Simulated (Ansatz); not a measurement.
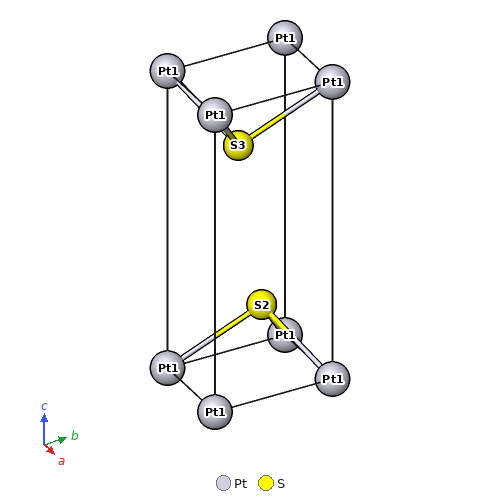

Two computed energy maps of cells of PtS₂. The picture above is the structure of the first map.

Map 1

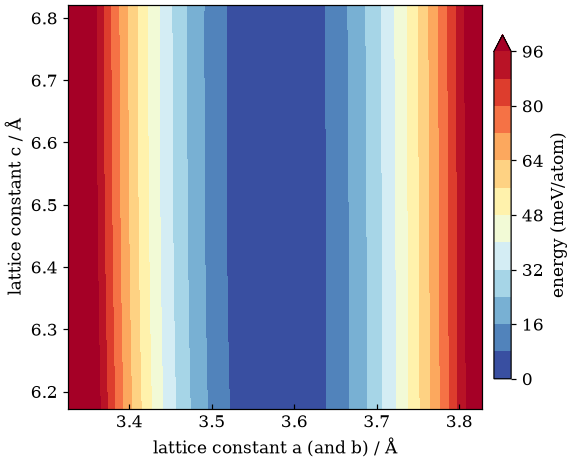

PtS₂ (P-3m1, No. 164; 3 atoms in the cell). 
- The energy is mapped over the lattice constants a and c of the conventional cell.
- The first coordinate is: lattice constant a (and b); the second: lattice constant c.
- Relaxed at each point: the atoms inside the fixed cell.
- The grid has 5 × 5 points.
- Points are written as (first, second).
- Energies are in meV/atom, from the lowest grid point.
- The calculation used Ansatz 0.2.0, DFT PBE, scalar-relativistic, plane waves, PAW. Settings: cutoff 420 eV, k-mesh 9×9×4 in the order of the run's cell vectors, gaussian smearing 0.05 eV, no spin polarisation.

In the figure: filled contours, one colour for all values above the top of the scale. Between grid points the surface is interpolated.

Map 2

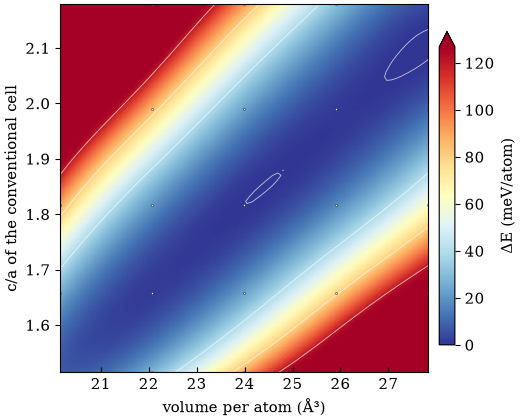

PtS2 (P-3m1, No. 164; 3 atoms in the cell). The energy is mapped over volume and the cell's shape. Coordinates scanned: (1) volume per atom; (2) c/a of the conventional cell. Relaxed at each point: the atoms inside the fixed cell. Grid: 5 × 5 points. Points are written as (first, second). Energies: meV/atom, counted from the lowest grid point. Computed with Ansatz 0.2.0, DFT PBE, scalar-relativistic, plane waves, PAW. Settings: cutoff 420 eV, k-mesh 12×12×6 in the order of the run's cell vectors, gaussian smearing 0.05 eV, no spin polarisation.

The picture shows a smooth colour map with a few white contour lines, dots at the grid points, one colour for all values above the top of the scale. Between grid points the surface is interpolated.

Q: What does each map show?

A: Map 1: The lowest grid point is at (3.577 Å, 6.497 Å). The highest grid point, (3.326 Å, 6.172 Å), lies 138 meV/atom above the lowest. The gap on the k-mesh is 1.6 eV at the lowest point and runs from 1.1 to 1.6 eV over the map.
Map 2: The lowest grid point is at (23.99 Å³, 1.816). The highest grid point, (20.15 Å³, 2.179), lies 344 meV/atom above the lowest. The gap on the k-mesh is 1.5 eV at the lowest point and runs from 0.6 to 1.7 eV over the map.

Q: Maps 1, 2 start from a relaxed reference structure. Do they show a way to lower its energy?

A: No. In each of them the reference is the lowest point, within the accuracy of the grid, so it is stable against the distortions scanned (other distortions weren't tried).
